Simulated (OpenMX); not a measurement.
## Energy of ZnCu2SnS4 along an even scaling of the cell

System: ZnCu2SnS4 (I-4, 8 atoms in the cell).
Method: Kohn-Sham DFT of a periodic cell, LDA, OpenMX 2013 LDA set, no spin polarisation (OpenMX 3.8.5).

The 7 runs differ only in the geometry, by an even scaling of the cell at fixed fractional positions. The structure derives from an entry of the Crystallography Open Database.

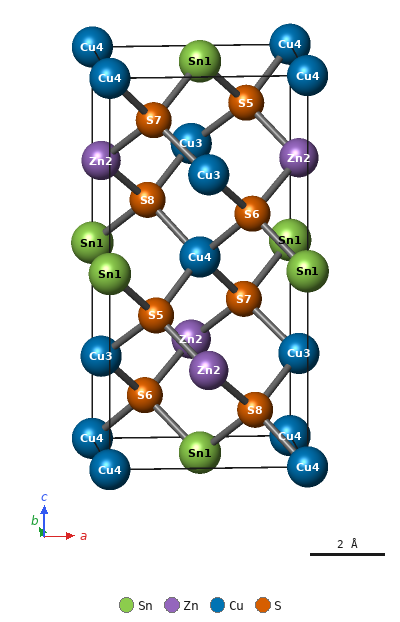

Figure 1. The structure of run 4 (ball-and-stick view of the cell 2 times as large as that of the calculation, set on its symmetry axes, seen at an oblique angle; atoms are numbered from 1 in the order of the input). An atom can appear more than once, as a periodic image.

### Input of run 4
```
System.CurrrentDirectory             ./
System.Name                          ZnCu2SnS4
DATA.PATH                            ./DFT_DATA13
level.of.stdout                      1
level.of.fileout                     1
Species.Number                       4
<Definition.of.Atomic.Species
  Sn  Sn7.0-s3p2d2           Sn_CA13
  Zn  Zn6.0H-s3p2d2          Zn_CA13H
  Cu  Cu6.0H-s3p2d2          Cu_CA13H
  S   S7.0-s2p2d1f1          S_CA13
Definition.of.Atomic.Species>

Atoms.Number                         8
Atoms.SpeciesAndCoordinates.Unit     FRAC
<Atoms.SpeciesAndCoordinates
    1  Sn    0.5000000000    0.5000000000    0.0000000000   7.000  7.000
    2  Zn    0.2500000000    0.7500000000    0.5000000000  10.000 10.000
    3  Cu    0.7500000000    0.2500000000    0.5000000000   9.500  9.500
    4  Cu    0.0000000000    0.0000000000    0.0000000000   9.500  9.500
    5  S     0.6279900000    0.6283900000    0.5128000000   3.000  3.000
    6  S     0.8848100000    0.3720100000    0.0004000000   3.000  3.000
    7  S     0.1155900000    0.1151900000    0.4872000000   3.000  3.000
    8  S     0.3716100000    0.8844100000    0.9996000000   3.000  3.000
Atoms.SpeciesAndCoordinates>

Atoms.UnitVectors.Unit               Ang
<Atoms.UnitVectors
    -2.7171000000    2.7171000000    5.4248000000
     2.7171000000   -2.7171000000    5.4248000000
     2.7171000000    2.7171000000   -5.4248000000
Atoms.UnitVectors>

scf.XcType                           LDA
scf.SpinPolarization                 off
scf.ElectronicTemperature            580.226
scf.energycutoff                     500.0
scf.maxIter                          100
scf.EigenvalueSolver                 band
scf.Kgrid                            7 7 7
scf.Mixing.Type                      rmm-diisk
scf.Init.Mixing.Weight               0.05
scf.Min.Mixing.Weight                0.001
scf.Max.Mixing.Weight                0.3
scf.Mixing.History                   25
scf.Mixing.StartPulay                8
scf.criterion                        1.0e-8
scf.stress.tensor                    on
MD.Type                              nomd
Band.dispersion                      on
Band.Nkpath                          11
<Band.kpath
    9   0.000000  0.000000  0.000000    0.000000  0.000000  0.500000  G X
    4   0.000000  0.000000  0.500000   -0.125434  0.125434  0.500000  X Y
    5  -0.125434  0.125434  0.500000   -0.312717  0.312717  0.312717  Y S
    8  -0.312717  0.312717  0.312717    0.000000  0.000000  0.000000  S G
    6   0.000000  0.000000  0.000000    0.500000  0.500000 -0.500000  G Z
    5   0.500000  0.500000 -0.500000    0.312717  0.687283 -0.312717  Z S1
    4   0.312717  0.687283 -0.312717    0.000000  0.500000  0.000000  S1 N
    6   0.000000  0.500000  0.000000    0.250000  0.250000  0.250000  N P
    4   0.250000  0.250000  0.250000    0.500000  0.500000 -0.125434  P Y1
    7   0.500000  0.500000 -0.125434    0.500000  0.500000 -0.500000  Y1 Z
    4   0.000000  0.000000  0.500000    0.250000  0.250000  0.250000  X P
Band.kpath>
```

Command:
```bash
openmx ZnCu2SnS4.dat -nt 1 > ZnCu2SnS4.std
```

Lattice vectors (Å) and fractional positions of run 4:
```
  -2.717100    2.717100    5.424800
   2.717100   -2.717100    5.424800
   2.717100    2.717100   -5.424800
Sn  0.500000  0.500000  0.000000
Zn  0.250000  0.750000  0.500000
Cu  0.750000  0.250000  0.500000
Cu  0.000000  0.000000  0.000000
S   0.627990  0.628390  0.512800
S   0.884810  0.372010  0.000400
S   0.115590  0.115190  0.487200
S   0.371610  0.884410  0.999600
```

Run 5 has the same physical settings and fractional positions; its lattice vectors (Å) are:
```
  -2.735095    2.735095    5.460727
   2.735095   -2.735095    5.460727
   2.735095    2.735095   -5.460727
```

### Results, with one run withheld

```tsv
run	volume per atom (Å³)	free energy per atom, from the lowest run given (meV)	gap on the mesh (eV)
1	18.823	8.99	0.62
2	19.224	2.15	0.52
3	19.624	0.00	0.42
4	20.025	2.00	0.33
5	20.425	?	?
6	20.826	17.03	0.17
7	21.226	29.13	0.00
```

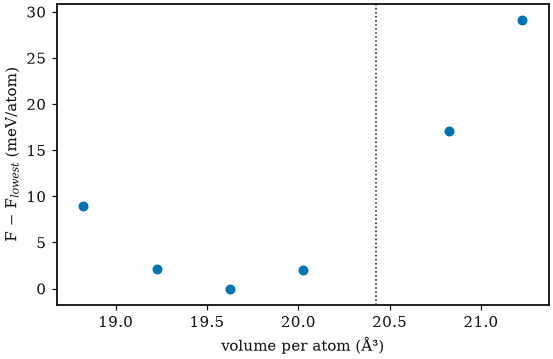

Figure 2. Free energy per atom of the runs given; the dotted line marks run 5.

Fit the runs given and predict run 5.

A cubic polynomial in V^(−2/3) (the Birch–Murnaghan form), fitted to the 6 runs given, misses them by at most 0.04 meV per atom. With x = V^(−2/3) − 0.13605 Å⁻², it reads F = 1.1752 − 1684.9 x + 5.9534e+05 x² + 1.1026e+06 x³ (meV per atom). At run 5 it gives 7.83 meV per atom, and the run itself gives 7.84. The fit has its minimum at 19.622 Å³ per atom, where V d²F/dV² gives 82.3 GPa. Cell shape and fractional positions are held, so this is the stiffness under even scaling; the relaxed bulk modulus wasn't computed. The gap on the mesh goes, without turning, from 0.62 eV in run 1 to 0.00 eV in run 7; run 5 has 0.25 eV. These are gaps of this functional on this mesh, which can miss the band edges; they aren't the measured gap.

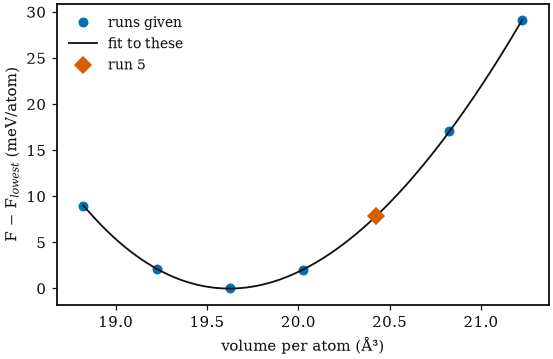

Figure 3. The fit and the withheld run.

### Some lines of the output (run 5)
```
[...]
  Cell_Volume =   1102.685456645816 (Bohr^3)
        Total energy (Hartree) at MD = 1
   kloop=0
   kloop=1
   kloop=171
```

Notes: Points of doubt noted for this run: few d functions beyond semicore. With a small basis of atomic orbitals these values can differ much from converged plane-wave results.
